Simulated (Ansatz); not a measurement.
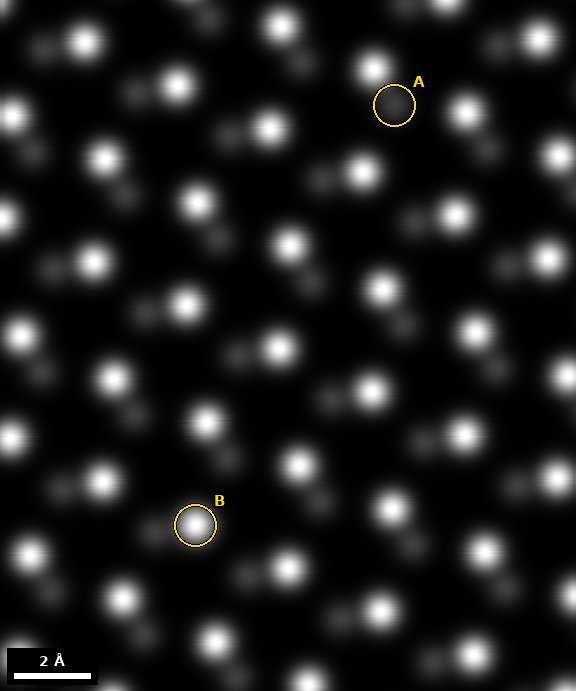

Z-contrast image of SiC (P6_3mc, No. 186) along [100]. The image is simulated as a sum over atoms of Z^1.7, blurred by a 0.76 Å probe (no channelling). The probe carries 15 % of its weight in a tail 2.5 times as wide. A slight drift was added. Model: coordinates from a relaxation with Ansatz 0.2.0, DFT PBE, scalar-relativistic, plane waves, PAW; the starting structure was generated, so it need not be a known form of this composition.

Space group P6_3mc (No. 186). a = 3.092 Å, b = 3.092 Å, c = 5.074 Å, α = 90.00°, β = 90.00°, γ = 120.00°
```json
{"atom": "Si", "site": "2b", "symmetry": "3m.", "x": "0.3333", "y": "0.6667", "z": "0.9996"}
{"atom": "C", "site": "2b", "symmetry": "3m.", "x": "0.3333", "y": "0.6667", "z": "0.3754"}
```

**Which atoms make up the marked columns?**

C (1 C per 3.09 Å along the beam; about 25 % of the brightest peak). B: Si (1 Si per 3.09 Å along the beam; the brightest kind). Brightness is counted from the darkest point of the image.
